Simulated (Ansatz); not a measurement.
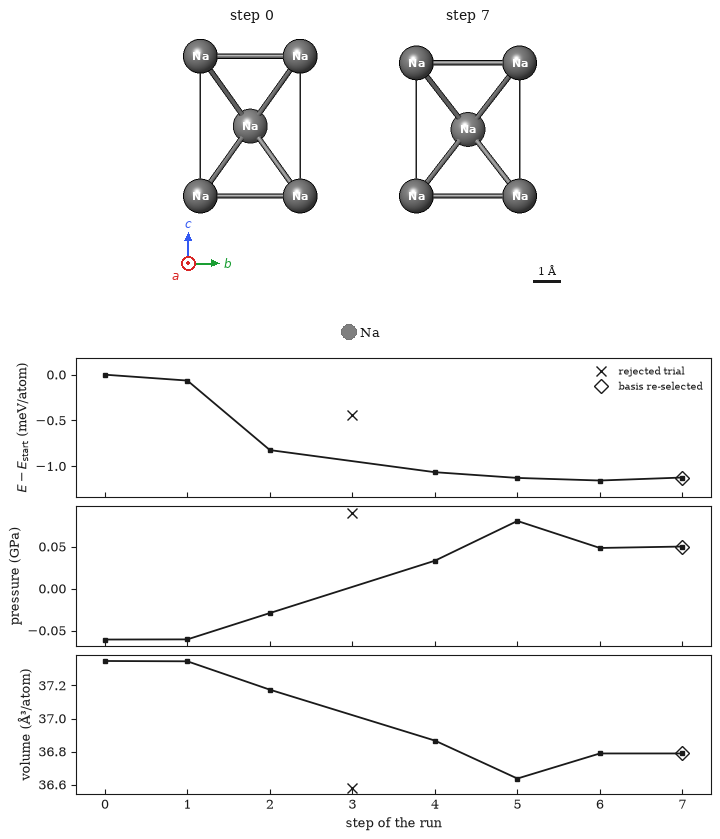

First and last geometry of a relaxation of a crystal of Na (set up in Immm), with the history of the run. A ball-and-stick model of the cell of the calculation, seen along the a axis.

Case: uniaxial strain along a of +2.0 %; b, c and atoms relaxed.

All numbers below come from DFT PBE, scalar-relativistic, plane waves, PAW (Ansatz 0.2.0). (plane-wave cutoff 420 eV; k-point mesh 12 × 12 × 8; occupations gaussian; smearing width 0.1 eV; no spin polarisation; cell relaxed at fixed a, angles; force threshold 0.008 eV/Å; at most 40 steps)

### Did the run converge, and what did it change?

It converged. The energy falls by 1.1 meV per atom in 5 accepted moves (7 points after the start). All forces vanish by symmetry, so only the cell relaxes. Pressure: −0.06 GPa at the start and 0.05 GPa at the end. The line search rejected the trial step at point 3 of the run. At 1 point the geometry stayed and the basis and grid were re-selected for the new cell (energy shift of less than 0.05 meV per atom at most each time). The atoms keep their places relative to the cell (all moves are under 0.005 Å). The volume changes by −1.5 %, with a unchanged at 3.826 Å, b 3.732 → 3.862 Å (+3.5 %), c 5.231 → 4.980 Å (−4.8 %). Some distances before and after: Na–Na 3.732 → 3.862 Å, Na–Na 3.739 → 3.686 Å. The space group stays Immm (No. 71).

```json
{"step": "0", "E − E(0), meV/atom": "0.00", "pressure, GPa": "-0.06", "volume, Å³/atom": "37.348", "note": ""}
{"step": "1", "E − E(0), meV/atom": "-0.06", "pressure, GPa": "-0.06", "volume, Å³/atom": "37.346", "note": ""}
{"step": "2", "E − E(0), meV/atom": "-0.82", "pressure, GPa": "-0.03", "volume, Å³/atom": "37.174", "note": ""}
{"step": "3", "E − E(0), meV/atom": "-0.44", "pressure, GPa": "0.09", "volume, Å³/atom": "36.580", "note": "rejected"}
{"step": "4", "E − E(0), meV/atom": "-1.07", "pressure, GPa": "0.03", "volume, Å³/atom": "36.867", "note": ""}
{"step": "5", "E − E(0), meV/atom": "-1.13", "pressure, GPa": "0.08", "volume, Å³/atom": "36.637", "note": ""}
{"step": "6", "E − E(0), meV/atom": "-1.16", "pressure, GPa": "0.05", "volume, Å³/atom": "36.789", "note": ""}
{"step": "7", "E − E(0), meV/atom": "-1.12", "pressure, GPa": "0.05", "volume, Å³/atom": "36.789", "note": "same geometry, new basis"}
```
